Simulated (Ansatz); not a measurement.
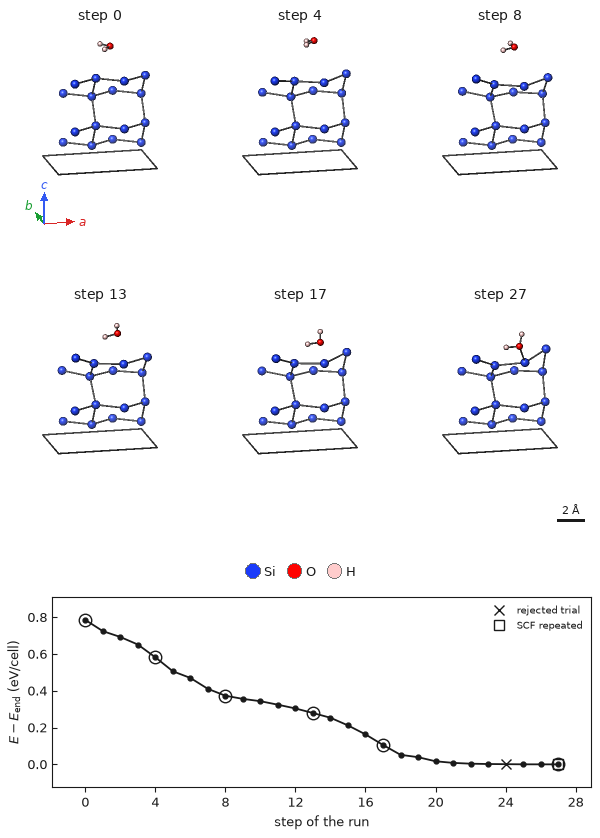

Frames of a constrained relaxation of a slab of composition Si16H2O (cut from the Fd-3m phase), marked on the history of the run. The picture is a ball-and-stick view of the cell of the calculation, outlined in the plane, without the vacuum (origin shifted), seen slightly off an axis.

Case: 1 H2O a cell, flat, over a bridge Si-Si site. The slab is the (1 1 0) face of Si with H2O on it. 8 atoms are held fixed.

Computed with Ansatz, DFT PBE+D3(BJ), scalar-relativistic, plane waves, PAW.

Input
```yaml
crystal:
  lattice:
    - [7.6671877233, 0.0, 0.0]
    - [0.0, 5.4215204318, 0.0]
    - [0.0, 0.0, 23.7503907925]
  atoms:
    - { symbol: Si, position: [0.25, 0.0, 0.3368365628] }
    - { symbol: Si, position: [0.75, 0.0, 0.3368365628] }
    - { symbol: Si, position: [0.5, 0.25, 0.3368365628] }
    - { symbol: Si, position: [0.0, 0.25, 0.3368365628] }
    - { symbol: Si, position: [0.5, 0.5, 0.417542474] }
    - { symbol: Si, position: [0.0, 0.5, 0.417542474] }
    - { symbol: Si, position: [0.75, 0.75, 0.417542474] }
    - { symbol: Si, position: [0.25, 0.75, 0.417542474] }
    - { symbol: Si, position: [0.75, 0.0036677553, 0.4987857622] }
    - { symbol: Si, position: [0.25, 0.0036677553, 0.4987857622] }
    - { symbol: Si, position: [0.0, 0.2463322447, 0.4987857622] }
    - { symbol: Si, position: [0.5, 0.2463322447, 0.4987857622] }
    - { symbol: Si, position: [0.0, 0.5080634537, 0.5751472073] }
    - { symbol: Si, position: [0.5, 0.5080634537, 0.5751472073] }
    - { symbol: Si, position: [0.25, 0.7419365463, 0.5751472073] }
    - { symbol: Si, position: [0.75, 0.7419365463, 0.5751472073] }
    - { symbol: O, position: [0.375, 0.625, 0.686303273] }
    - { symbol: H, position: [0.2965406546, 0.4799236996, 0.686303273] }
    - { symbol: H, position: [0.2953333166, 0.768776801, 0.686303273] }
basis:
  ecutwfc: 420
kpoints:
  mp_grid: { grid: [2, 3, 1] }
hamiltonian:
  xc: pbe
  dispersion: d3bj
scf:
  occupations: { method: gaussian, width: 0.05 }
output:
  forces: true
  eigenvalues: true
relax:
  adjacent_minimum: "off"
  f_tol: 0.04
  max_steps: 100
  constraints: [{ sites: [0, 1, 2, 3, 4, 5, 6, 7] }]
efield:
  axis: 3
  dipole_correction: true
  ramp_width: 0.04
```

Run as
```bash
ansatz run input.yaml --threads 2 --pin off --max-ram 5120MiB --backend cpu --events-out ev --progress --plain --runs-dir out
```

### What happens along the run?

The largest move is that of H19, 2.28 Å at 78° to the normal (−c side). By element the largest moves are H 2.28 Å, O 2.02 Å, Si 0.63 Å. The cell stays as it was. Among the contacts that change: Si14–O17 2.879 → 2.006 Å, Si13–Si16 2.298 → 2.445 Å, Si11–Si13 2.303 → 2.382 Å, Si9–Si11 2.325 → 2.396 Å. New bonds form: Si14–O17 (2.88 → 2.01 Å). Among the angles between lasting bonds that change: Si10–Si15–Si13 109.9° → 134.1°, Si11–Si13–Si15 109.9° → 86.7°, Si8–Si10–Si15 106.5° → 85.7°. The energy falls by 0.786 eV per cell of the calculation in 25 accepted moves (27 points after the start). Largest force component: 0.7 eV/Å at the start, 0.022 eV/Å at the end. The line search rejected the trial step at point 24 of the run. 1 step only repeated the SCF at the same geometry. From step 0 to 4: O17 moves most (0.60 Å), energy −0.203 eV per cell of the calculation. From step 4 to 8: O17 moves most (0.51 Å), energy −0.209 eV per cell of the calculation. From step 8 to 13: H19 moves most (0.77 Å), energy −94.1 meV per cell of the calculation. From step 13 to 17: O17 moves most (0.71 Å), energy −0.174 eV per cell of the calculation. From step 17 to 27: H19 moves most (0.35 Å), energy −0.105 eV per cell of the calculation.

Limits of the set-up: the periodic images lie only 5.4 Å apart, so the values are limited by the cell's size.
